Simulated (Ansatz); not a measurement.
# Dielectric response of PbF2 (111) films, part 2 of 4

Aim: the electronic and static ε of fluorite PbF2 (111) from films of three thicknesses in a field.

Ansatz 0.2.0; plane-wave DFT, PBEsol, Ansatz PAW.

So far. Step 2 (Relaxation, 6 atoms, units 2): The gap is 4.52 eV, with the valence edge 6.43 eV and the conduction edge 1.91 eV under the upper vacuum level.

## (3) Single point, 6 atoms, units 2, field 0.05 V/Å

A sawtooth potential applies the field, turning back in the middle of the vacuum. With the dipole correction the typed value is the field outside the slab. The induced dipole is small, so the SCF threshold is tight.

File input.yaml:

```yaml
crystal:
  lattice:
    - [4.2002142813, 0.0, 0.0]
    - [-2.1001071406, 3.6374922689, 0.0]
    - [0.0, 0.0, 23.1441908985]
  atoms:
    - { symbol: F, position: [0.6666666667, 0.3333333333, 0.4029559726] }
    - { symbol: Pb, position: [0.3333333333, 0.6666666667, 0.4288916748] }
    - { symbol: F, position: [0.0, 0.0, 0.4698773477] }
    - { symbol: F, position: [0.3333333333, 0.6666666667, 0.5301226704] }
    - { symbol: Pb, position: [0.0, 0.0, 0.5711083111] }
    - { symbol: F, position: [0.6666666667, 0.3333333333, 0.5970440234] }
kpoints:
  mp_grid: { grid: [6, 6, 1] }
hamiltonian:
  xc: pbesol
scf:
  occupations: { method: fixed }
  convergence: { dr2_threshold: 1.0e-10 }
efield:
  axis: 3
  dipole_correction: true
  ramp_position: 0.97
  ramp_width: 0.06
  amplitude: 0.05
output:
  write_potential: true
  write_density: true
  volumetric_format: npy
```

Command:

```
$ ansatz run input.yaml --threads 4 --pin off --max-ram 6144MiB --backend cpu --events-out ev --progress --plain --runs-dir out
```

Numbers of over 12 decimals in the logs are rounded to 6 here.

The program printed:

```text
[...]
Crystal: 6 atoms, lattice volume = 353.603 Å³
Basis set: ecut = 420 eV, 6815 PW (Γ)
Bands: 34, of which v1, the nominal top of the filled ones, is band 28 counted from 1 (27 counted from 0)
Symmetry: 6 space group operations
k-points: 7 of 36 (time reversal used)
[...]
SCF iter   1: F=—  HF=-26717.671605 eV  |F-HF|=—  |Δ(HF+E_count)|=         —  Δρ=5.52e-2  dr2=1.16e1  ethr=3.10e-3  p=0.027 e·Å  D=1.36e-2 V/Å  ΔV_dip=-0.31 eV  dr2_dipole=1.06e-4  V_vac-E_F(+/−)=9.48/8.74 eV  ⟨swp⟩=5.0  Hψ=843  notcnv=0  defer=26
[...]
SCF iter  13: F=-26714.073576 eV  HF=-26714.073576 eV  |F-HF|=6.18e-11  |Δ(HF+E_count)|=  3.13e-10  Δρ=1.50e-7  dr2=5.43e-11  ethr=1.00e-12  p=0.020 e·Å  D=1.03e-2 V/Å  ΔV_dip=-0.24 eV  dr2_dipole=1.50e-14  V_vac-E_F(+/−)=6.81/5.99 eV  ⟨swp⟩=11.1  Hψ=892  notcnv=0
SCF 1 converged in 13 iterations: F = -26714.073576 eV  dr2 = 5.43e-11
[...]
SCF converged after 13 iterations
[...]
Free energy (F): -26714.073576 eV
[...]
Internal energy: -26714.073576 eV  (E = F + TS)
E sigma→0 (E₀):  -26714.073576 eV
Fermi energy:    -3.056185 eV
Dipole field:    D = 0.010277 V/Å  (p = 0.020083 e·Å, saw-weighted, corrected)
Work function:   not extracted (applied field tilts the vacuum); planar V_es + V_field profile in the machine report
[...]
--- Band table (eV; the first three rows and the last of 7) ---
  k-point 0: bands = [... 24 lower, -5.1637, -4.8326, -4.7669, -4.2572, 1.4397, 1.9661, 3.1594, 3.7404, ... 2 higher]
  k-point 1: bands = [... 24 lower, -4.8575, -4.7427, -4.4581, -3.9410, 1.6253, 1.9737, 2.9211, 3.5121, ... 2 higher]
  k-point 2: bands = [... 24 lower, -4.7630, -4.6302, -3.6790, -3.3753, 1.6275, 2.2344, 2.4039, 3.4162, ... 2 higher]
  k-point 6: bands = [... 24 lower, -4.6770, -4.5315, -3.1023, -3.0562, 2.5625, 2.5883, 2.9516, 3.0200, ... 2 higher]
```

Run time: 5.4 s. Hardware: 4 threads of Arm Neoverse N1, shared host; peak memory 0.64 GiB.

This step gave:

```yaml
gap_on_the_k_mesh: 4.496 eV
dipole_along_the_normal: 0.02008 e·Å
```

The dipole is 0.0201 e·Å, and the gap on the mesh 4.496 eV.

## (4) Single point, 6 atoms, units 2, field -0.05 V/Å

Changes to input.yaml since step 3:

```diff
@@ -24,3 +24,3 @@
   ramp_width: 0.06
-  amplitude: 0.05
+  amplitude: -0.05
 output:
```

The program printed:

```text
[...]
Crystal: 6 atoms, lattice volume = 353.603 Å³
Basis set: ecut = 420 eV, 6815 PW (Γ)
Bands: 34, of which v1, the nominal top of the filled ones, is band 28 counted from 1 (27 counted from 0)
Symmetry: 6 space group operations
k-points: 7 of 36 (time reversal used)
[...]
k-point 0: bands = [... 24 lower, -5.1637, -4.8326, -4.7669, -4.2572, 1.4397, 1.9661, 3.1594, 3.7404, ... 2 higher]
  k-point 1: bands = [... 24 lower, -4.8575, -4.7427, -4.4581, -3.9410, 1.6253, 1.9737, 2.9211, 3.5121, ... 2 higher]
  k-point 2: bands = [... 24 lower, -4.7630, -4.6302, -3.6790, -3.3753, 1.6275, 2.2345, 2.4039, 3.4162, ... 2 higher]
  k-point 6: bands = [... 24 lower, -4.6770, -4.5315, -3.1023, -3.0562, 2.5625, 2.5883, 2.9516, 3.0200, ... 2 higher]
[key lines of the parts left out:]
SCF converged after 13 iterations
Free energy (F): -26714.073576 eV
Fermi energy:    -3.056190 eV
Dipole field:    D = -0.010278 V/Å  (p = -0.020084 e·Å, saw-weighted, corrected)
```

Run time: 5.4 s. Hardware: 4 threads; peak memory 0.64 GiB; 20 s of CPU time.

The dipole is -0.0201 e·Å, and the gap on the mesh 4.496 eV.

## (5) Response with the atoms held, 6 atoms, units 2

This step: plane-wave DFT, PBEsol, Ansatz PAW; response to a field along the normal, atoms held (Ansatz 0.2.0).

The two fields give this film's response with the atoms held: the electronic part.

Numbers from this step:

```yaml
equivalent_conductor_thickness_p_eps_0ae: 4.757 Å
distance_between_the_outer_atoms: 4.492 Å
thickness: 6.859 Å
```

Local field over the applied field, running mean. From the potentials at -0.05 and 0.05 V/Å; running mean over 3.429 Å, taken twice. Local field over applied field against z:

```
z (Å)  local field over applied field
    5                           0.994
    6                           0.961
    7                           0.862
    8                           0.701
    9                           0.511
   10                           0.362
   11                           0.284
   12                           0.278
   13                           0.346
   14                           0.486
   15                           0.674
   16                           0.842
   17                           0.951
   18                           0.992
```

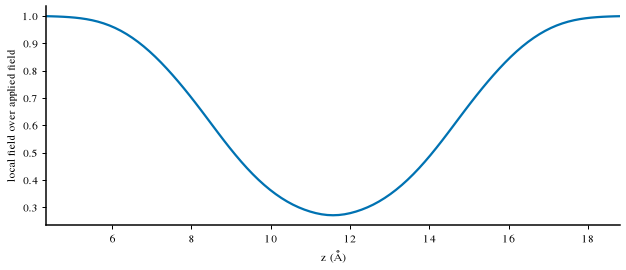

Local field over applied field against z.

The induced electron density oscillates, so the rows of the table below give means over windows of 1 Å about each position, cut where the curve ends. Its maxima inside the range that stand out by 2 % of the span (Å: e/Å³ per V/Å): 8.7: 0.00357, 11.1: 7.8e-4, 12.4: 0.00236. Its minima: 10.7: -0.00236, 12.0: -7.8e-4, 14.5: -0.00357.

Electrons, planar mean, per unit field. Induced electron density against z; means over each step:

```
z (Å)  induced electron density (e/Å³ per V/Å)
    5                                   1.7e-6
    6                                   2.1e-5
    7                                   2.2e-4
    8                                  0.00163
    9                                  0.00275
   10                                  -1.9e-4
   11                                  -7.2e-4
   12                                   4.7e-4
   13                                   5.7e-4
   14                                 -0.00241
   15                                 -0.00201
   16                                  -3.0e-4
   17                                  -3.0e-5
   18                                  -2.5e-6
```

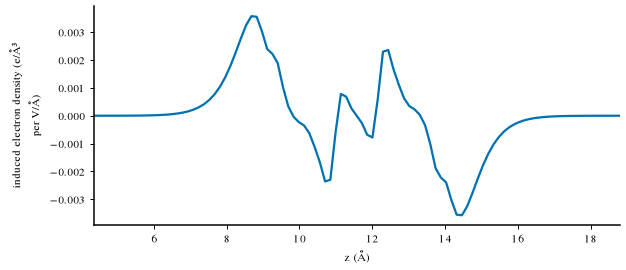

Induced electron density, plotted against z.

By hand: between -0.05 and 0.05 V/Å the dipole changes by 0.04017 e·Å, a slope of 0.4017 e·Å²/V. A perfect conductor of thickness t has p = ε₀AEt, so t = 180.95 × 0.4017 / 15.278 = 4.76 Å (e/ε₀ = 180.95 V·Å, A in Å²).

The induced dipole is that of a conductor 4.76 Å thick.

## (6) Field on, atoms free, 6 atoms, field 0.05 V/Å

This step: plane-wave DFT, PBEsol, Ansatz PAW (Ansatz 0.2.0).

Now the atoms may follow the field. A weak field makes forces of meV/Å to tens of meV/Å, so the force tolerance is set well below the usual one.

Changes to input.yaml since step 4:

```diff
@@ -24,3 +24,6 @@
   ramp_width: 0.06
-  amplitude: -0.05
+  amplitude: 0.05
+relax:
+  f_tol: 0.0006
+  max_steps: 70
 output:
```

The program printed:

```text
[...]
Crystal: 6 atoms, lattice volume = 353.603 Å³
Basis set: ecut = 420 eV, 6815 PW (Γ), exchange–correlation on 60×60×320 points (8 copies of the dense FFT grid, shifted against one another)
Bands: 34, of which v1, the nominal top of the filled ones, is band 28 counted from 1 (27 counted from 0)
Symmetry: 6 space group operations
k-points: 7 of 36 (time reversal used)
[...]
SCF iter   1: F=—  HF=-26717.671205 eV  |F-HF|=—  |Δ(HF+E_count)|=         —  Δρ=5.52e-2  dr2=1.16e1  ethr=3.10e-3  p=0.027 e·Å  D=1.36e-2 V/Å  ΔV_dip=-0.31 eV  dr2_dipole=1.06e-4  V_vac-E_F(+/−)=9.48/8.74 eV  ⟨swp⟩=5.0  Hψ=843  notcnv=0  defer=26
[...]
SCF iter  13: F=-26714.073256 eV  HF=-26714.073256 eV  |F-HF|=1.02e-10  |Δ(HF+E_count)|=  3.78e-10  Δρ=1.48e-7  dr2=5.30e-11  ethr=1.00e-12  p=0.020 e·Å  D=1.03e-2 V/Å  ΔV_dip=-0.24 eV  dr2_dipole=1.83e-14  V_vac-E_F(+/−)=6.81/5.99 eV  ⟨swp⟩=7.1  Hψ=1312  notcnv=0
SCF 1 converged in 13 iterations: F = -26714.073256 eV  dr2 = 5.30e-11
[...]
relax step   1: F+E_penalty+E_count = -26714.07325585 eV  Δ(F+E_penalty+E_count) = +0.000e0 eV  max|allowed force component| = 4.000e-2 eV/Å  Δτ_max = 0.0000 Å  (13 SCF iters, accepted)
[...]
SCF iter   9: F=-26714.073334 eV  HF=-26714.073334 eV  |F-HF|=1.46e-11  |Δ(HF+E_count)|=  1.93e-10  Δρ=7.88e-8  dr2=1.63e-11  ethr=1.00e-12  p=0.032 e·Å  D=1.63e-2 V/Å  ΔV_dip=-0.38 eV  dr2_dipole=3.63e-14  V_vac-E_F(+/−)=6.75/6.07 eV  ⟨swp⟩=7.0  Hψ=1324  notcnv=0
SCF 2 converged in 9 iterations: F = -26714.073334 eV  dr2 = 1.63e-11
[...]
relax step   2: F+E_penalty+E_count = -26714.07333389 eV  Δ(F+E_penalty+E_count) = -7.804e-5 eV  max|allowed force component| = 3.223e-2 eV/Å  Δτ_max = 0.0064 Å  (9 SCF iters, accepted)
SCF iter   1: F=—  HF=-26714.073722 eV  |F-HF|=—  |Δ(HF+E_count)|=         —  Δρ=8.65e-5  dr2=1.63e-4  ethr=2.16e-6  p=0.032 e·Å  D=1.63e-2 V/Å  ΔV_dip=-0.38 eV  dr2_dipole=6.01e-5  V_vac-E_F(+/−)=6.75/6.07 eV  ⟨swp⟩=3.3  Hψ=507  notcnv=0  defer=28
[...]
SCF iter   8: F=-26714.073427 eV  HF=-26714.073427 eV  |F-HF|=1.09e-11  |Δ(HF+E_count)|=  3.42e-10  Δρ=1.35e-7  dr2=3.32e-11  ethr=1.00e-12  p=0.027 e·Å  D=1.38e-2 V/Å  ΔV_dip=-0.32 eV  dr2_dipole=3.46e-13  V_vac-E_F(+/−)=6.79/6.05 eV  ⟨swp⟩=7.1  Hψ=1327  notcnv=0
SCF 3 converged in 8 iterations: F = -26714.073427 eV  dr2 = 3.32e-11
relax step   3: F+E_penalty+E_count = -26714.07342726 eV  Δ(F+E_penalty+E_count) = -9.337e-5 eV  max|allowed force component| = 7.520e-4 eV/Å  Δτ_max = 0.0023 Å  (8 SCF iters, accepted)
SCF iter   1: F=—  HF=-26714.073427 eV  |F-HF|=—  |Δ(HF+E_count)|=         —  Δρ=5.30e-6  dr2=1.56e-7  ethr=8.52e-9  p=0.027 e·Å  D=1.38e-2 V/Å  ΔV_dip=-0.32 eV  dr2_dipole=8.74e-10  V_vac-E_F(+/−)=6.78/6.05 eV  ⟨swp⟩=2.3  Hψ=431  notcnv=0  defer=15
[...]
SCF iter   5: F=-26714.073427 eV  HF=-26714.073427 eV  |F-HF|=2.55e-11  |Δ(HF+E_count)|=  9.46e-11  Δρ=1.15e-7  dr2=2.46e-11  ethr=1.00e-12  p=0.027 e·Å  D=1.38e-2 V/Å  ΔV_dip=-0.32 eV  dr2_dipole=1.07e-12  V_vac-E_F(+/−)=6.78/6.05 eV  ⟨swp⟩=7.0  Hψ=1334  notcnv=0
SCF 4 converged in 5 iterations: F = -26714.073427 eV  dr2 = 2.46e-11
relax step   4: F+E_penalty+E_count = -26714.07342738 eV  Δ(F+E_penalty+E_count) = -1.225e-7 eV  max|allowed force component| = 2.112e-4 eV/Å  Δτ_max = 0.0002 Å  (5 SCF iters, accepted)
NSCF: frozen V_eff on 7 k-points
the band table was solved once a step of the walk had ended and its energy, with any forces and stress, was formed, with the checks that follow a solve (1283 applications of the Hamiltonian). They found nothing against the state; the energy, forces and stress were not computed again (output.eigenvalues in the input reference)
[...]
SCF converged after 5 iterations
[...]
Free energy (F): -26714.073427 eV
[...]
Internal energy: -26714.073427 eV  (E = F + TS)
E sigma→0 (E₀):  -26714.073427 eV
Fermi energy:    -3.075145 eV
Dipole field:    D = 0.013783 V/Å  (p = 0.026934 e·Å, saw-weighted, corrected)
Work function:   not extracted (applied field tilts the vacuum); planar V_es + V_field profile in the machine report
[...]
--- Forces (eV/Å), atoms counted from 1 ---
  atom   1  F     -0.00000000    -0.00000000    -0.00008939
  atom   2  Pb     0.00000000     0.00000000    -0.00003888
  atom   3  F      0.00000000     0.00000000     0.00008040
  atom   4  F     -0.00000000    -0.00000000     0.00021088
  atom   5  Pb    -0.00000000    -0.00000000    -0.00009372
  atom   6  F      0.00000000     0.00000000    -0.00007141
  max |Σ_I F_I| component: 2.12e-6 eV/Å
--- Band table (eV; the first three rows and the last of 7) ---
  k-point 0: bands = [... 24 lower, -5.1683, -4.8059, -4.7933, -4.2568, 1.4438, 1.9651, 3.2071, 3.7314, ... 2 higher]
  k-point 1: bands = [... 24 lower, -4.8533, -4.7455, -4.4585, -3.9413, 1.6302, 1.9718, 2.9224, 3.5654, ... 2 higher]
  k-point 2: bands = [... 24 lower, -4.7573, -4.6357, -3.6772, -3.3766, 1.6291, 2.2386, 2.4012, 3.4161, ... 2 higher]
  k-point 6: bands = [... 24 lower, -4.6719, -4.5363, -3.0828, -3.0751, 2.5736, 2.5796, 2.9610, 3.0111, ... 2 higher]
--- Relaxed structure (4 steps of the walk, 4 accepted, 0 SCFs on fresh bases) ---
  F+E_penalty+E_count = -26714.07342738 eV   max|allowed force component| = 2.112e-4 eV/Å
  atoms:
    - { symbol: F, position: [0.666667, 0.333333, 0.402771] }
    - { symbol: Pb, position: [0.333333, 0.666667, 0.429040] }
    - { symbol: F, position: [0, 0, 0.469916] }
    - { symbol: F, position: [0.333333, 0.666667, 0.530160] }
    - { symbol: Pb, position: [0, 0, 0.571259] }
    - { symbol: F, position: [0.666667, 0.333333, 0.596854] }
```

Elapsed: 13 s, on 4 threads; peak memory 0.65 GiB; 49 s of CPU time.

Hardly anything moved in the relaxation; the energy changed by under 0.2 meV an atom.

Numbers from this step:

```
gap on the k-mesh       : 4.519 eV
dipole along the normal : 0.02693 e·Å
```

The relaxation took 4 steps and lowered the energy by 1.7e-4 eV; the largest force on the free atoms ends at 2.1e-4 eV/Å.

The dipole is 0.0269 e·Å, and the gap on the mesh 4.519 eV.

## (7) Relaxing in the field, 6 atoms, field -0.05 V/Å

The opposite sign, again from the field-free geometry; the difference of the two cancels what relaxes without a field.

Changes to input.yaml since step 6:

```diff
@@ -24,3 +24,3 @@
   ramp_width: 0.06
-  amplitude: 0.05
+  amplitude: -0.05
 relax:
```

The program printed:

```text
[...]
Crystal: 6 atoms, lattice volume = 353.603 Å³
Basis set: ecut = 420 eV, 6815 PW (Γ), exchange–correlation on 60×60×320 points (8 copies of the dense FFT grid, shifted against one another)
Bands: 34, of which v1, the nominal top of the filled ones, is band 28 counted from 1 (27 counted from 0)
Symmetry: 6 space group operations
k-points: 7 of 36 (time reversal used)
[...]
F+E_penalty+E_count = -26714.07342738 eV   max|allowed force component| = 2.109e-4 eV/Å
  atoms:
    - { symbol: F, position: [0.666667, 0.333333, 0.403146] }
    - { symbol: Pb, position: [0.333333, 0.666667, 0.428741] }
    - { symbol: F, position: [0, 0, 0.469840] }
    - { symbol: F, position: [0.333333, 0.666667, 0.530084] }
    - { symbol: Pb, position: [0, 0, 0.570960] }
    - { symbol: F, position: [0.666667, 0.333333, 0.597229] }
[key lines of the parts left out:]
SCF converged after 5 iterations
Free energy (F): -26714.073427 eV
Fermi energy:    -3.075145 eV
Dipole field:    D = -0.013783 V/Å  (p = -0.026934 e·Å, saw-weighted, corrected)
```

Run time: 13 s. Hardware: 4 threads; peak memory 0.66 GiB.

No atom moved by 0.005 Å in the relaxation.

The relaxation took 4 steps and lowered the energy by 1.7e-4 eV; the largest force on the free atoms ends at 2.1e-4 eV/Å.

The dipole is -0.0269 e·Å, and the gap on the mesh 4.519 eV.

## (8) Response with the atoms relaxed, 6 atoms, units 2

This step: plane-wave DFT, PBEsol, Ansatz PAW; response to a field along the normal, atoms relaxed (Ansatz 0.2.0).

The two relaxed runs give the static response.

Numbers from this step:

```
equivalent conductor thickness p/(ε₀AE) : 6.380 Å
```

Local field over the applied field, running mean. From the potentials at -0.05 and 0.05 V/Å; running mean over 3.429 Å, taken twice. The local field over applied field by z:

```
z (Å)  local field over applied field
    5                           0.994
    6                           0.959
    7                           0.848
    8                           0.579
    9                           0.371
   10                          0.0921
   11                          0.0468
   12                          0.0540
   13                          0.0615
   14                           0.341
   15                           0.541
   16                           0.813
   17                           0.954
   18                           0.991
```

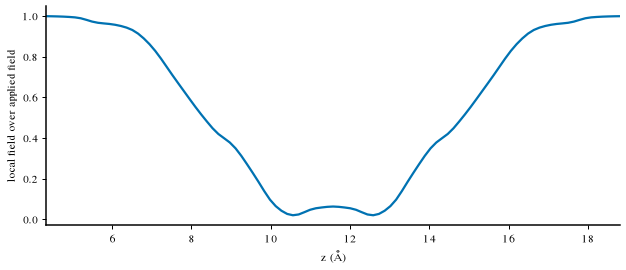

Local field over applied field, plotted against z.

The induced dipole is that of a conductor 6.38 Å thick.

## (9) Relaxation, 9 atoms, units 3

This step: plane-wave DFT, PBEsol, Ansatz PAW (Ansatz 0.2.0).

System of this step: PbF2 (111), 3 units. The cell holds 9 atoms: 6 F and 3 Pb. Cell: a = 4.200 Å, b = 4.200 Å, c = 26.574 Å, α = 90.0°, β = 90.0°, γ = 120.0°. It derives from PbF2 (fluorite PbF2). Vacuum lies along c.

The next thickness, treated alike, so that differences show the interior and the faces cancel.

File input.yaml:

```yaml
crystal:
  lattice:
    - [4.20021428, 0.0, 0.0]
    - [-2.10010714, 3.63749227, 0.0]
    - [0.0, 0.0, 26.5736514975]
  atoms:
    - { symbol: F, position: [0.66666667, 0.33333333, 0.3386813438] }
    - { symbol: Pb, position: [0.33333333, 0.66666667, 0.3709450751] }
    - { symbol: F, position: [0.0, 0.0, 0.4032088063] }
    - { symbol: F, position: [0.33333333, 0.66666667, 0.4677362688] }
    - { symbol: Pb, position: [0.0, 0.0, 0.5] }
    - { symbol: F, position: [0.66666667, 0.33333333, 0.5322637312] }
    - { symbol: F, position: [0.0, 0.0, 0.5967911937] }
    - { symbol: Pb, position: [0.66666667, 0.33333333, 0.6290549249] }
    - { symbol: F, position: [0.33333333, 0.66666667, 0.6613186562] }
kpoints:
  mp_grid: { grid: [6, 6, 1] }
hamiltonian:
  xc: pbesol
scf:
  occupations: { method: fixed }
  convergence: { dr2_threshold: 1.0e-09 }
efield:
  axis: 3
  dipole_correction: true
  ramp_position: 0.97
  ramp_width: 0.06
relax:
  f_tol: 0.003
  max_steps: 100
output:
  eigenvalues: true
  write_potential: true
  write_density: true
  volumetric_format: npy
  elf: true
```

The program printed:

```text
[...]
Crystal: 9 atoms, lattice volume = 405.999 Å³
Basis set: ecut = 420 eV, 7775 PW (Γ), exchange–correlation on 60×60×360 points (8 copies of the dense FFT grid, shifted against one another)
Bands: 51, of which v1, the nominal top of the filled ones, is band 42 counted from 1 (41 counted from 0)
Symmetry: 6 space group operations
[...]
- { symbol: Pb, position: [0.333333, 0.666667, 0.374265] }
    - { symbol: F, position: [0, 0, 0.407138] }
    - { symbol: F, position: [0.333333, 0.666667, 0.466517] }
    - { symbol: Pb, position: [0, 0, 0.500000] }
    - { symbol: F, position: [0.666667, 0.333333, 0.533483] }
    - { symbol: F, position: [0, 0, 0.592862] }
    - { symbol: Pb, position: [0.666667, 0.333333, 0.625735] }
    - { symbol: F, position: [0.333333, 0.666667, 0.650134] }
[key lines of the parts left out:]
SCF converged after 8 iterations
Free energy (F): -40071.236040 eV
Fermi energy:    -2.077794 eV
Dipole field:    D = 0.000000 V/Å  (p = 0.000000 e·Å, saw-weighted, corrected)
Work function:   Φ+ = 6.5349 eV   Φ− = 6.5350 eV
```

Wall time 39 s (4 threads); peak memory 0.85 GiB.

Step by step:

```
step  energy less that of the first step (eV)  largest force component (eV/Å)
   1                                   0.0000                          0.3691
   2                                  -0.0882                          0.3677
   3                                  -0.1106                          0.2006
   4                                  -0.1191                          0.0039
   5                                  -0.1192                          0.0019
```

Forces are held to the 6 operations that the run works with; a distortion that breaks them can't arise in this run.

The atoms that moved most (Å):

```
atom     dx     dy      dz  length
  F1  0.000  0.000   0.297   0.297
  F9  0.000  0.000  -0.297   0.297
  F7  0.000  0.000  -0.104   0.104
  F3  0.000  0.000   0.104   0.104
 Pb2  0.000  0.000   0.088   0.088
 Pb8  0.000  0.000  -0.088   0.088
  F6  0.000  0.000   0.032   0.032
  F4  0.000  0.000  -0.032   0.032
```

The relaxation took 5 steps and lowered the energy by 0.12 eV; the largest force on the free atoms ends at 0.0019 eV/Å.

The gap is 4.14 eV, with the valence edge 6.53 eV and the conduction edge 2.40 eV under the upper vacuum level.

(Part 2 of 4 ends here.)

[Logs are printed without paths, hosts, clocks, repeated set-up lines and the standing remarks that a program may print on its own settings, such as how far it seeks lower states.]

[Hosts, paths, dates, database ids (printed as entryN), source tags and the programs' standing remarks are cut or masked in the printed files.]

[Maps of the electrostatic potential energy from Ansatz leave out the sawtooth potential of an applied field or a dipole correction, so their vacuum need not be flat; planar profiles and work functions include it.]
